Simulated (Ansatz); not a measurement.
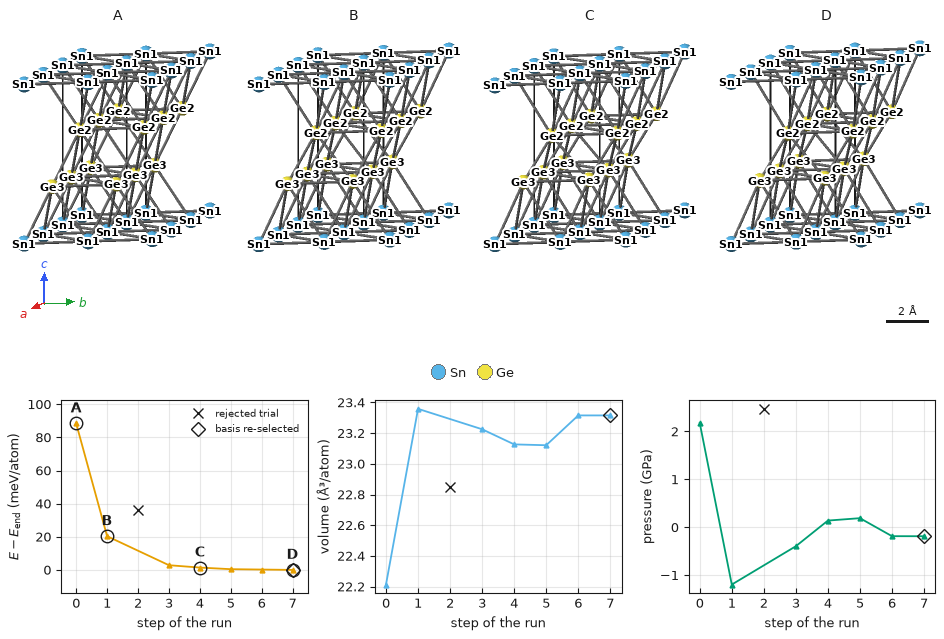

Frames of a relaxation of crystalline SnGe$_{2}$ (a generated structure, set up in P-3m1) (coarse preliminary run), marked on the history of the run. The picture is a ball-and-stick view of the cell of the calculation, repeated 3 × 2 × 1 with one cell outlined, seen slightly off an axis.

Computed with DFT PBE, scalar-relativistic, plane waves, PAW (Ansatz).

Input
```yaml
crystal:
  lattice:
    - [3.15532106, 0.0, 0.0]
    - [-1.57766053, 2.73258819, 0.0]
    - [0.0, 0.0, 7.72892657]
  atoms:
    - { symbol: Sn, position: [0.0, 0.0, 0.0] }
    - { symbol: Ge, position: [0.33333333, 0.66666667, 0.66666667] }
    - { symbol: Ge, position: [0.66666667, 0.33333333, 0.33333333] }
basis:
  ecutwfc: 420
kpoints:
  mp_grid: { grid: [6, 6, 2] }
hamiltonian:
  xc: pbe
scf:
  occupations: { method: gaussian, width: 0.1 }
  lower_state_search: "off"
output:
  forces: true
  stress: true
  eigenvalues: true
relax:
  adjacent_minimum: "off"
  f_tol: 0.04
  max_steps: 70
  cell: { stress_tol: 0.4 }
```

Launched with:
```bash
ansatz run input.yaml --threads 1 --pin off --max-ram 2560MiB --backend cpu --events-out ev --progress --plain --runs-dir out
```

Describe the path.

Answer. The energy falls by 88.4 meV per atom in 5 accepted moves (7 points after the start). Largest force component: 0.62 eV/Å at the start, 0.0071 eV/Å at the end. Pressure: 2.18 GPa at the start and −0.19 GPa at the end. The line search rejected the trial step at point 2 of the run. At 1 point the geometry stayed and the basis and grid were re-selected for the new cell (energy shift of 0.2 meV per atom at most each time). The largest moves relative to the cell, 0.27 Å, are those of Ge2 and Ge3. Ge3 goes along +c. Sn stays in place. Cell: a = b 3.155 → 3.202 Å (+1.5 %), c 7.729 → 7.876 Å (+1.9 %). Volume +5.0 %. Near-neighbour distances that change, for instance: Ge2–Ge3 3.155 → 2.793 Å, Sn1–Ge2 3.155 → 3.432 Å, Sn1–Sn1 3.155 → 3.202 Å, Ge2–Ge2 3.155 → 3.202 Å. The space group stays P-3m1 (No. 164). Cost: 10 s on 1 thread of Intel(R) Xeon(R) Platinum 8488C (Sapphire Rapids), with other jobs on the host, peak memory 0.41 GiB. From step 0 to 1: Ge atoms move most (0.16 Å), volume +5.2 %, energy −68.1 meV per atom. From step 1 to 4: Ge atoms move most (0.10 Å), volume −1.0 %, energy −18.9 meV per atom. From step 4 to 7: volume +0.8 %, energy −1.4 meV per atom.

```json
{"step": "0", "E − E(0), meV/atom": "0.00", "largest force component, eV/Å": "0.6204", "pressure, GPa": "2.18", "volume, Å³/atom": "22.213", "note": ""}
{"step": "1", "E − E(0), meV/atom": "-68.06", "largest force component, eV/Å": "0.5073", "pressure, GPa": "-1.19", "volume, Å³/atom": "23.358", "note": ""}
{"step": "2", "E − E(0), meV/atom": "-51.98", "largest force component, eV/Å": "0.9011", "pressure, GPa": "2.47", "volume, Å³/atom": "22.851", "note": "rejected"}
{"step": "3", "E − E(0), meV/atom": "-85.58", "largest force component, eV/Å": "0.1244", "pressure, GPa": "-0.39", "volume, Å³/atom": "23.225", "note": ""}
{"step": "4", "E − E(0), meV/atom": "-87.01", "largest force component, eV/Å": "0.0444", "pressure, GPa": "0.14", "volume, Å³/atom": "23.127", "note": ""}
{"step": "5", "E − E(0), meV/atom": "-87.98", "largest force component, eV/Å": "0.0270", "pressure, GPa": "0.19", "volume, Å³/atom": "23.121", "note": ""}
{"step": "6", "E − E(0), meV/atom": "-88.21", "largest force component, eV/Å": "0.0071", "pressure, GPa": "-0.18", "volume, Å³/atom": "23.316", "note": ""}
{"step": "7", "E − E(0), meV/atom": "-88.42", "largest force component, eV/Å": "0.0071", "pressure, GPa": "-0.19", "volume, Å³/atom": "23.316", "note": "same geometry, new basis"}
```

Limits of the set-up: the k-point mesh is coarse for a cell with partly filled bands.
